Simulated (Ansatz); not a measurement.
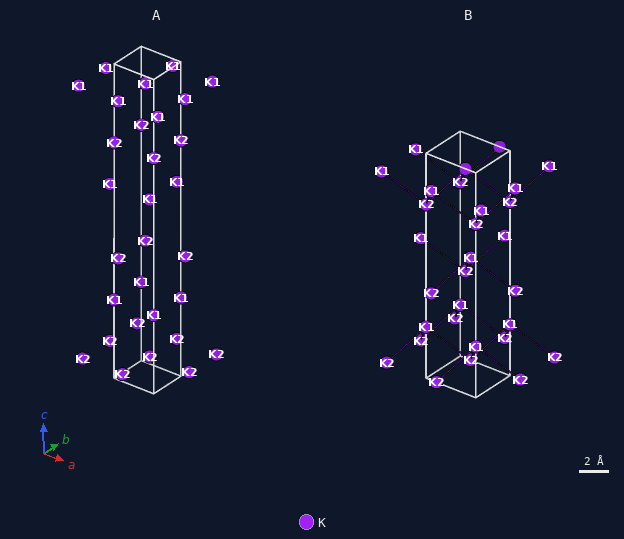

Two geometries of a crystal of K (built on the grey arsenic (A7)_166 type), drawn at one scale. One is the start of a relaxation, the other its converged end. The picture is a ball-and-stick view of the conventional cell (3 times the calculation's cell), seen from a free direction. Lengths and directions refer to the drawn axes.

Method: DFT PBEsol, scalar-relativistic, plane waves, PAW in Ansatz 0.2.0. (plane-wave cutoff 420 eV; k-point mesh 12 × 12 × 12; occupations gaussian; smearing width 0.1 eV; no spin polarisation; cell and atoms relaxed; force threshold 0.01 eV/Å; at most 80 steps)

### Which one is relaxed?

Structure A is the relaxed one. Case: grey arsenic (A7) type (R-3m, No. 166). Over 16 accepted moves (18 points after the start) the energy falls by 165 meV per atom. The largest force component goes from 0.32 to under 0.0001 eV/Å. Pressure: 0.01 GPa at the start and 0.00 GPa at the end. The SCF was repeated twice at an unchanged geometry on a basis and grid sized afresh for the cell, which shifted the energy by 9.6 meV per atom at most. The largest moves relative to the cell, 0.51 Å, are those of K1 and K2. K2 goes along −c. Cell: a = b 5.841 → 4.657 Å (−20.3 %), c 16.246 → 22.700 Å (+39.7 %). Volume −11.2 %. Some distances before and after: K1–K2 3.909 → 4.641 Å. The space group stays R-3m (No. 166). The run took roughly 8 core-minutes on a shared host.
